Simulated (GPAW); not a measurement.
System: Cu, space group Fm-3m (No. 225).

Structure:
```
CELL_PARAMETERS angstrom
0.00000 1.80750 1.80750
1.80750 0.00000 1.80750
1.80750 1.80750 0.00000
ATOMIC_POSITIONS crystal
Cu 0.00000 0.00000 0.00000
```

How it was computed, with GPAW 26.7.0: PAW DFT in plane waves, on a grid or in atomic orbitals, no spin polarisation; energies at scaled volumes of the given cell, shape and fractions fixed, counted from the fit's minimum, third-order Birch-Murnaghan fit. Level: AM05.

k mesh 13×13×13; occupations Fermi–Dirac; smearing width 0.05 eV; potentials PAW data sets made by gpaw setup for the functional; wave cutoff 600 eV; program settings basis pw.

Predict the energy and pressure against volume. The volume takes the values 11.10, 11.34, 11.57, 11.81, 12.05, 12.28, 12.52 Å³/atom.

A third-order Birch–Murnaghan fit gives V0 = 11.43 Å³/atom, B0 = 162 GPa and B′ = 5.2. The energy is 5.16 meV/atom at volume 11.10 Å³/atom and 43.31 meV/atom at 12.52 Å³/atom; the lowest computed point is at volume 11.34 Å³/atom (0.40 meV/atom). The pressure falls from 4.89 GPa at volume 11.10 Å³/atom to −11.85 GPa at 12.52 Å³/atom, and changes sign near 11.42 Å³/atom.

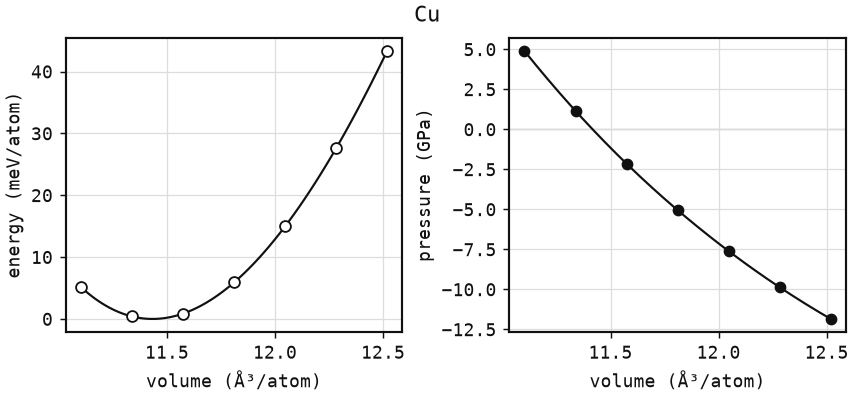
